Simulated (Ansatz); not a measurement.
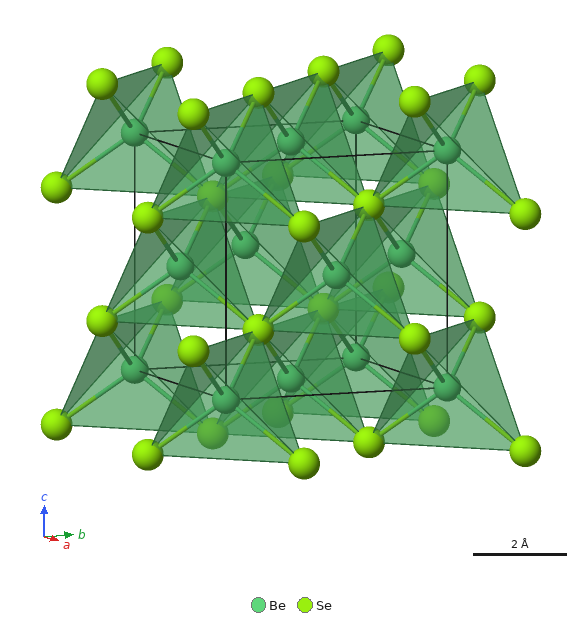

*The starting structure (polyhedral view of the cell 4 times as large as that of the calculation, set on its symmetry axes, seen slightly off an axis; polyhedra are completed across the faces of the cell).*

## BeSe: geometry relaxation

The run: geometry relaxation of BeSe (F-43m, 2 atoms in the cell). Method and program: DFT PBE+D3(BJ), scalar-relativistic, plane waves, PAW, no spin polarisation (Ansatz 0.2.0).

The structure derives from an entry of the Crystallography Open Database.

The input:
```yaml
crystal:
  lattice:
    - [0.0, 2.5888345899, 2.5888345899]
    - [2.5888345899, 0.0, 2.5888345899]
    - [2.5888345899, 2.5888345899, 0.0]
  atoms:
    - { symbol: Be, position: [0.0, 0.0, 0.0] }
    - { symbol: Se, position: [0.25, 0.25, 0.25] }
basis:
  ecutwfc: 420
kpoints:
  mp_grid: { grid: [8, 8, 8] }
hamiltonian:
  xc: pbe
  dispersion: d3bj
scf:
  occupations: { method: gaussian, width: 0.02 }
output:
  forces: true
  stress: true
  eigenvalues: true
relax:
  adjacent_minimum: "off"
  f_tol: 0.005
  max_steps: 50
  cell: { stress_tol: 0.05 }
```

Hardware: 1 thread of Arm Neoverse V2, 24 GiB of memory available, shared host.

Launched with:
```bash
ansatz run input.yaml --threads 1 --pin off --max-ram 2560MiB --backend cpu --events-out ev --progress --plain --runs-dir out
```

The program's output:
```
Engine: ansatz 0.2.0, aarch64-unknown-linux-gnu
Pseudopotentials: kind: paw
Pseudopotential: Be, paw, valence charge 2, recommended cutoff 420 eV (normal), Be.paw.azcp
Pseudopotential: Se, paw, valence charge 16, recommended cutoff 420 eV (normal), Se.paw.azcp
Functional definition: PBE
  parameter kappa = 0.804
  parameter beta = 0.06672455060314922
  exchange = pbe_x(kappa = kappa, mu = beta*pi^2/3)
  correlation = pbe_c(beta = beta)
Crystal: 2 atoms, lattice volume = 34.701 Å³
Basis set: ecut = 420 eV, 645 PW (Γ), exchange–correlation on 50×50×50 points (8 copies of the dense FFT grid, shifted against one another)
Bands: 13, of which v1, the nominal top of the filled ones, is band 9 counted from 1 (8 counted from 0)
Symmetry: 24 space group operations
Space group: F-43m (ITA 216), of the structure as read, at distance tolerance 3.3e-5 Å
k-points: 29 of 512 (time reversal used)
Non-local potential: Be, projectors of the file, l = 0: 2, l = 1: 2, l = 2: 1
Non-local potential: Se, projectors of the file, l = 0: 2, l = 1: 2, l = 2: 3, l = 3: 1
PAW form: soft (Blöchl's): semilocal exchange-correlation on the pseudo side does not see the compensation charge
PAW one-centre angular grid: Be, 110 points (default); XC on 64 Gauss nodes
PAW one-centre angular grid: Se, 590 points (default); XC on 64 Gauss nodes
Initial density: superposition of atomic densities (neutral atoms: chi_scale 0, normalization atom), corrected by the library's trained network
Initial wavefunctions: pseudopotential atomic-orbital guess
Functional: x = pbe(κ = 0.804, μ = 0.2195149727645171), c = pbe(β = 0.06672455060314922)
SCF iter   1: F=—  HF=-5564.055546 eV  |F-HF|=—  |Δ(HF+E_count)|=         —  Δρ=4.11e-4  dr2=1.58e-5  ethr=1.77e-3  ⟨swp⟩=6.4  Hψ=2313  notcnv=0
preconditioner: auto → none  [insulator: Δε(μ)=2.672 eV  Ē_g=12.021 eV  σ=0.020 eV  W_gap=1.00  n_scr=14 (ndim 8)  ℏωp=17.8 eV  f_vac=0.012  D(μ)=0.00/eV (n_scr^D=0)  ε∞_Penn≈3.2]
SCF iter   2: F=—  HF=-5564.055561 eV  |F-HF|=—  |Δ(HF+E_count)|=   1.54e-5  Δρ=3.41e-4  dr2=4.48e-5  ethr=8.79e-8  ⟨swp⟩=2.1  Hψ=887  notcnv=0
SCF iter   3: F=—  HF=-5564.055565 eV  |F-HF|=—  |Δ(HF+E_count)|=   3.16e-6  Δρ=1.16e-4  dr2=1.04e-6  ethr=8.79e-8  ⟨swp⟩=2.0  Hψ=638  notcnv=0
SCF iter   4: F=—  HF=-5564.055575 eV  |F-HF|=—  |Δ(HF+E_count)|=   1.07e-5  Δρ=5.94e-5  dr2=1.27e-6  ethr=5.77e-9  ⟨swp⟩=3.0  Hψ=638  notcnv=0
iter 5 did not close the SCF: its close was put off for the readings that it lacked (scf_convergence_deferred on its scf_iter line)
SCF iter   5: F=-5564.055576 eV  HF=-5564.055576 eV  |F-HF|=2.12e-8  |Δ(HF+E_count)|=   4.15e-7  Δρ=1.41e-5  dr2=7.28e-8  ethr=5.77e-9  ⟨swp⟩=2.9  Hψ=635  notcnv=0
SCF iter   6: F=-5564.055576 eV  HF=-5564.055576 eV  |F-HF|=4.01e-9  |Δ(HF+E_count)|=   2.70e-8  Δρ=3.09e-6  dr2=4.45e-9  ethr=4.04e-10  ⟨swp⟩=2.0  Hψ=1308  notcnv=0
SCF 1 converged in 6 iterations: F = -5564.055576 eV  dr2 = 4.45e-9
  greatest PAW one-centre occupation: 1.000 electrons in one spin orbital (limit 2), on the Se atom at site 1 (counted from 0), in its partial waves of l = 2
relax step   1: F+E_penalty+E_count = -5564.05557577 eV  Δ(F+E_penalty+E_count) = +0.000e0 eV  max|allowed force component| = 1.926e-16 eV/Å  Δτ_max = 0.0000 Å  P = -3.028 GPa  Ω = 34.701 Å³  (6 SCF iters, dr2 threshold 1.00e-7 eV, accepted)
Crystal: 2 atoms, lattice volume = 33.567 Å³
Initial density: handed on by an earlier stage of this run
Initial wavefunctions: those handed on with the density
iter 1 solved again at ethr=1.54e-5 eV; its pass at ethr=3.10e-3 eV (dr2=2.77e-3 eV) is discarded
SCF iter   1: F=—  HF=-5564.069427 eV  |F-HF|=—  |Δ(HF+E_count)|=         —  Δρ=2.28e-3  dr2=2.78e-3  ethr=1.54e-5  ⟨swp⟩=1.3  Hψ=2568  notcnv=0
preconditioner: auto → none  [insulator: Δε(μ)=2.595 eV  Ē_g=12.221 eV  σ=0.020 eV  W_gap=1.00  n_scr=14 (ndim 8)  ℏωp=18.1 eV  f_vac=0.007  D(μ)=0.00/eV (n_scr^D=0)  ε∞_Penn≈3.2]
SCF iter   2: F=—  HF=-5564.068612 eV  |F-HF|=—  |Δ(HF+E_count)|=   8.16e-4  Δρ=7.41e-4  dr2=2.97e-4  ethr=1.54e-5  ⟨swp⟩=2.2  Hψ=522  notcnv=0
SCF iter   3: F=—  HF=-5564.068564 eV  |F-HF|=—  |Δ(HF+E_count)|=   4.79e-5  Δρ=1.66e-4  dr2=9.67e-6  ethr=1.65e-6  ⟨swp⟩=2.0  Hψ=488  notcnv=0
SCF iter   4: F=—  HF=-5564.068593 eV  |F-HF|=—  |Δ(HF+E_count)|=   2.88e-5  Δρ=5.20e-5  dr2=8.04e-7  ethr=5.37e-8  ⟨swp⟩=2.0  Hψ=636  notcnv=0
SCF iter   5: F=-5564.068593 eV  HF=-5564.068593 eV  |F-HF|=7.97e-8  |Δ(HF+E_count)|=   7.10e-7  Δρ=1.58e-5  dr2=5.36e-8  ethr=1.11e-9  ⟨swp⟩=5.0  Hψ=1756  notcnv=0
SCF 2 converged in 5 iterations: F = -5564.068593 eV  dr2 = 5.36e-8
relax step   2: F+E_penalty+E_count = -5564.06859331 eV  Δ(F+E_penalty+E_count) = -1.302e-2 eV  max|allowed force component| = 2.819e-17 eV/Å  Δτ_max = 0.0000 Å  P = -0.554 GPa  Ω = 33.567 Å³  energy of the carried Pulay correction = +9.526e-5 eV  (5 SCF iters, dr2 threshold 2.00e-7 eV, accepted)
Crystal: 2 atoms, lattice volume = 33.323 Å³
iter 1 solved again at ethr=7.84e-7 eV; its pass at ethr=3.10e-3 eV (dr2=1.41e-4 eV) is discarded
SCF iter   1: F=—  HF=-5564.069026 eV  |F-HF|=—  |Δ(HF+E_count)|=         —  Δρ=5.13e-4  dr2=1.40e-4  ethr=7.84e-7  ⟨swp⟩=2.1  Hψ=2351  notcnv=0
preconditioner: auto → none  [insulator: Δε(μ)=2.585 eV  Ē_g=12.274 eV  σ=0.020 eV  W_gap=1.00  n_scr=14 (ndim 8)  ℏωp=18.2 eV  f_vac=0.007  D(μ)=0.00/eV (n_scr^D=0)  ε∞_Penn≈3.2]
SCF iter   2: F=—  HF=-5564.069015 eV  |F-HF|=—  |Δ(HF+E_count)|=   1.09e-5  Δρ=1.70e-4  dr2=1.55e-5  ethr=7.76e-7  ⟨swp⟩=1.4  Hψ=406  notcnv=0
SCF iter   3: F=—  HF=-5564.069013 eV  |F-HF|=—  |Δ(HF+E_count)|=   1.75e-6  Δρ=3.86e-5  dr2=4.91e-7  ethr=8.60e-8  ⟨swp⟩=2.0  Hψ=490  notcnv=0
SCF iter   4: F=-5564.069014 eV  HF=-5564.069014 eV  |F-HF|=3.23e-8  |Δ(HF+E_count)|=   1.11e-7  Δρ=1.22e-5  dr2=4.42e-8  ethr=1.11e-9  ⟨swp⟩=5.0  Hψ=1775  notcnv=0
SCF 3 converged in 4 iterations: F = -5564.069014 eV  dr2 = 4.42e-8
relax step   3: F+E_penalty+E_count = -5564.06901357 eV  Δ(F+E_penalty+E_count) = -4.203e-4 eV  max|allowed force component| = 6.245e-17 eV/Å  Δτ_max = 0.0000 Å  P = +0.033 GPa  Ω = 33.323 Å³  energy of the carried Pulay correction = +1.161e-4 eV  (4 SCF iters, dr2 threshold 2.00e-7 eV, accepted)
Initial wavefunctions: pseudopotential atomic-orbital guess (no wavefunctions were taken with the density)
iter 1 solved again at ethr=4.40e-7 eV; its pass at ethr=3.10e-3 eV (dr2=7.91e-5 eV) is discarded
SCF iter   1: F=—  HF=-5564.068877 eV  |F-HF|=—  |Δ(HF+E_count)|=         —  Δρ=2.25e-5  dr2=6.72e-8  ethr=4.40e-7  ⟨swp⟩=2.0  Hψ=3174  notcnv=0
eigensolver tolerance schedule: the retry pair's looser diagonalisation over-reported the residual by 1176.22 of it (diagonalisation noise at 0.20 of the residual, at the tolerance the schedule requests for it); recorded, not acted on — ethr = c·dr2/N_el stays at c = 1.0e-1
preconditioner: auto → none  [insulator: Δε(μ)=2.587 eV  Ē_g=12.276 eV  σ=0.020 eV  W_gap=1.00  n_scr=14 (ndim 8)  ℏωp=18.2 eV  f_vac=0.010  D(μ)=0.00/eV (n_scr^D=0)  ε∞_Penn≈3.2]
SCF iter   2: F=—  HF=-5564.068904 eV  |F-HF|=—  |Δ(HF+E_count)|=   2.71e-5  Δρ=1.27e-5  dr2=2.34e-8  ethr=3.73e-10  ⟨swp⟩=2.0  Hψ=638  notcnv=0
SCF iter   3: F=—  HF=-5564.068904 eV  |F-HF|=—  |Δ(HF+E_count)|=   4.32e-8  Δρ=4.69e-6  dr2=3.59e-9  ethr=1.30e-10  ⟨swp⟩=2.1  Hψ=467  notcnv=0
SCF iter   4: F=—  HF=-5564.068904 eV  |F-HF|=—  |Δ(HF+E_count)|=   7.95e-9  Δρ=6.48e-7  dr2=1.04e-10  ethr=1.99e-11  ⟨swp⟩=2.2  Hψ=518  notcnv=0
SCF iter   5: F=-5564.068904 eV  HF=-5564.068904 eV  |F-HF|=4.55e-12  |Δ(HF+E_count)|=  2.25e-10  Δρ=9.01e-8  dr2=1.48e-12  ethr=1.00e-12  ⟨swp⟩=5.0  Hψ=1422  notcnv=0
SCF 4 converged in 5 iterations: F = -5564.068904 eV  dr2 = 1.48e-12
relax step   4: F+E_penalty+E_count = -5564.06890446 eV  Δ(F+E_penalty+E_count) = +1.091e-4 eV  max|allowed force component| = 9.469e-17 eV/Å  Δτ_max = 0.0000 Å  P = +0.030 GPa  Ω = 33.323 Å³  stress off target by 3.05e-2 GPa  SCF on the basis re-selected at this cell (its energy is not comparable with the rows above)  (5 SCF iters)
```

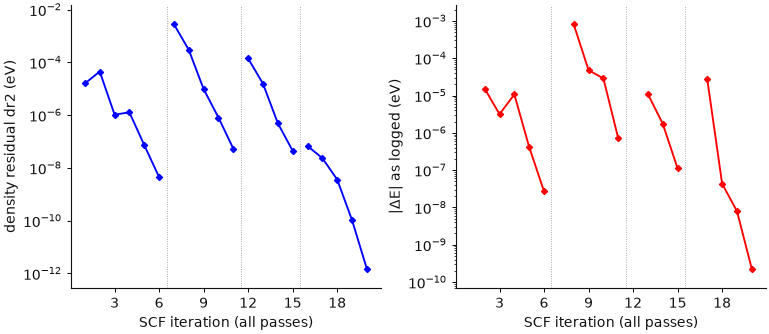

*Convergence of the self-consistent field: density residual dr2 and size of the energy change against the SCF iteration. The dotted lines part the SCF passes of the relaxation: geometry steps, rejected trials and re-solves on a re-selected basis.*

The passes take 6, 5, 4 and 5 iterations.

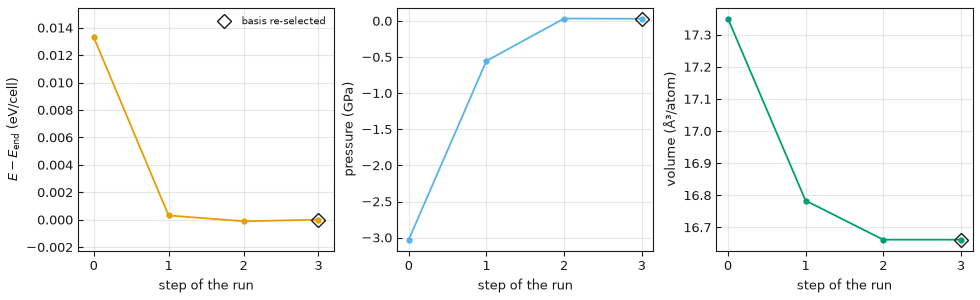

*Progress of the relaxation, step by step (the first geometry is step 0 here and step 1 in the log).*

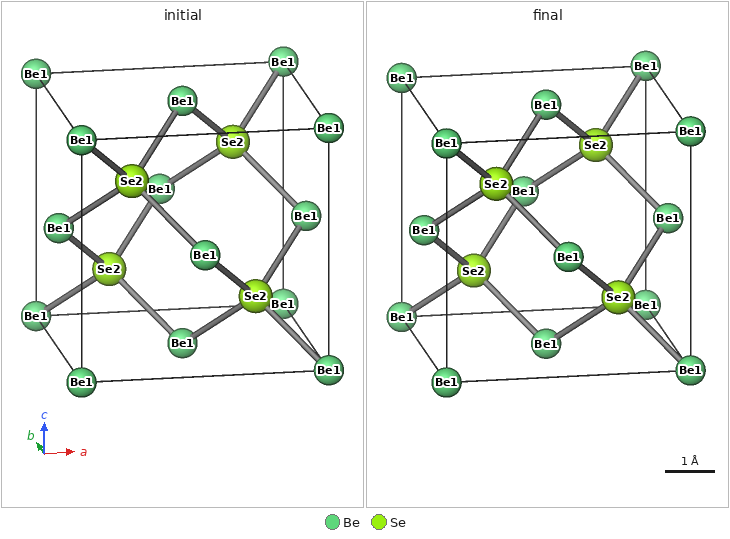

*Before (left) and after (right) the relaxation, at one scale (ball-and-stick view of the cell 4 times as large as that of the calculation, set on its symmetry axes, seen slightly off an axis).*

The atoms keep their places relative to the cell (all moves are under 0.005 Å). Cell: a = b = c 5.178 → 5.108 Å (−1.3 %). Volume −4.0 %. Distances before and after: Be1–Se2 2.242 → 2.212 Å. The space group stays F-43m (No. 216). Over 2 geometry steps the energy falls by 13.4 meV per cell of the calculation. All forces vanish by symmetry, so only the cell relaxes. The pressure goes from −3.03 to 0.03 GPa. A last SCF at the same geometry on a re-selected plane-wave basis shifts the energy by +0.1 meV per cell of the calculation. (Atoms are counted from 1 in the order of the input.)

```
basis re-selected at this cell: Δ(F+E_penalty+E_count) = +1.091e-4 eV, ΔP = -0.003 GPa vs the last step (what re-selecting the basis moved, of the pressure what is left beyond the Pulay correction that the steps carried, after the strain that the cell walked since its last selection, with what the two solves' SCF thresholds leave and, on support functions, any second-order correction that the steps lacked; it is no measure of the basis error at this ecutwfc). This SCF's stress stands 3.05e-2 GPa from its target on what of the cell is left free (relax.cell.stress_tol is 5.00e-2 GPa) and its largest allowed force component is 9.47e-17 eV/Å (relax.f_tol is 5.00e-3 eV/Å): within both
SCF converged after 5 iterations
Free energy (F): -5564.068904 eV
Harris-Foulkes:  -5564.068904 eV  (|F-HF|=4.55e-12)
Internal energy: -5564.068904 eV  (E = F + TS)
E sigma→0 (E₀):  -5564.068904 eV
Fermi energy:    8.546008 eV
--- Per-component energies (eV) ---
  E_band       = -379.343117
  E_kinetic    = 139.966574
  E_local      = -2502.046296  (includes V_loc(G=0)·N_el)
  E_nonlocal   = -591.909929
  E_hartree    = 1237.817397
  E_xc         = -124.430552
  E_vxc        = -119.643937  (∫ρ·V_xc dr)
  E_paw        = -1970.317707  (= ΣΔE_a)
  E_vpaw       = 218.656264  (= ΣTr[D̂ρ^β])
  E_aug_tail   = -0.000558  (compensation charges beyond the density's cutoff)
  E_ewald      = -1752.502439
  E_disp       = -0.645396  (pairwise vdW)
  E_smearing   = -0.000000  (= −TS)
  E_closure    = -0.000000  (closes the sum)
  Σ components = -5564.068904   (vs F -5564.068904, Δ=0.00e0)
--- Forces (eV/Å), atoms counted from 1 ---
  atom   1  Be     0.00000000    -0.00000000    -0.00000000
  atom   2  Se    -0.00000000    -0.00000000    -0.00000000
  max |Σ_I F_I| component: 1.99e-16 eV/Å
--- Stress (GPa, compression-positive) ---
        0.030466       0.000000       0.000000
        0.000000       0.030466       0.000000
        0.000000       0.000000       0.030466
  P = ⅓ Tr σ = 0.0305 GPa (0.305 kbar)
--- Band table (eV; the first three rows and the last of 29) ---
  k-point 0: bands = ["-39.4622", "-39.4622", "-39.4622", "-39.4556", "-39.4556", "-6.6855", "7.2525", "7.2525", "7.2525", "11.7757", "12.2716", "12.2716", "12.2716"]
  k-point 1: bands = ["-39.4621", "-39.4621", "-39.4621", "-39.4556", "-39.4556", "-6.5273", "5.9159", "7.0344", "7.0344", "11.9046", "12.6306", "12.6306", "13.5087"]
  k-point 2: bands = ["-39.4619", "-39.4618", "-39.4618", "-39.4555", "-39.4555", "-6.0959", "3.7806", "6.6079", "6.6079", "11.8095", "13.1873", "13.1873", "15.7392"]
  k-point 28: bands = ["-39.4615", "-39.4614", "-39.4603", "-39.4558", "-39.4552", "-4.7743", "2.7620", "3.3393", "3.8619", "13.4265", "14.4621", "14.6436", "15.4036"]
--- Relaxed structure (3 steps of the walk, 3 accepted, 1 SCFs on fresh bases) ---
  F+E_penalty+E_count = -5564.06890446 eV   max|allowed force component| = 9.469e-17 eV/Å   (the final SCF, on the basis selected at the relaxed cell)
  cell:  # Å, volume = 33.3234 Å³
    - [1.3884888789640485e-33, 2.5541115655202153, 2.5541115655202153]
    - [2.5541115655202153, 6.955182824902482e-33, 2.5541115655202153]
    - [2.5541115655202153, 2.5541115655202153, 7.630319619261147e-33]
  atoms:
    - { symbol: Be, position: [-8.121312697324342e-34, 7.749344176836206e-34, 9.113228751959375e-34] }
    - { symbol: Se, position: [0.25, 0.25, 0.25] }
```

Trajectory as extended XYZ (Å, eV, eV/Å), 4 frames, from step=1 to step=4:
```
2
Lattice="0.0000 2.5888 2.5888 2.5888 0.0000 2.5888 2.5888 2.5888 0.0000" Properties=species:S:1:pos:R:3:forces:R:3 step=1 energy=-5564.05558 pressure_GPa=-3.03
Be    0.0000    0.0000    0.0000    0.0000   0.0000   0.0000
Se    1.2944    1.2944    1.2944    0.0000   0.0000   0.0000
2
Lattice="0.0000 2.5603 2.5603 2.5603 0.0000 2.5603 2.5603 2.5603 0.0000" Properties=species:S:1:pos:R:3:forces:R:3 step=2 energy=-5564.06859 pressure_GPa=-0.55
Be    0.0000    0.0000    0.0000    0.0000   0.0000   0.0000
Se    1.2802    1.2802    1.2802    0.0000   0.0000   0.0000
2
Lattice="0.0000 2.5541 2.5541 2.5541 0.0000 2.5541 2.5541 2.5541 0.0000" Properties=species:S:1:pos:R:3:forces:R:3 step=3 energy=-5564.06901 pressure_GPa=0.03
Be    0.0000    0.0000    0.0000    0.0000   0.0000   0.0000
Se    1.2771    1.2771    1.2771    0.0000   0.0000   0.0000
2
Lattice="0.0000 2.5541 2.5541 2.5541 0.0000 2.5541 2.5541 2.5541 0.0000" Properties=species:S:1:pos:R:3:forces:R:3 step=4 energy=-5564.06890 pressure_GPa=0.03
Be    0.0000    0.0000    0.0000    0.0000   0.0000   0.0000
Se    1.2771    1.2771    1.2771    0.0000   0.0000   0.0000
```

Results in brief:

| quantity | value |
| --- | --- |
| outcome | converged |
| space group (tolerance 0.01 Å) | F-43m (216) |
| electrons treated | 18 |
| free energy | −5564.0689 eV |
| Fermi energy | 8.546 eV |
| gap on the k-point mesh | 2.59 eV |
| pressure | 0.03 GPa |
| final volume | 33.32 Å³ |
| largest force (length of the vector) at the end | under 0.001 eV/Å |
| final cell | a = 3.612 Å, b = 3.612 Å, c = 3.612 Å, α = 60.00°, β = 60.00°, γ = 60.00° |
| wall time | 5 s |
| peak memory | 0.29 GiB |
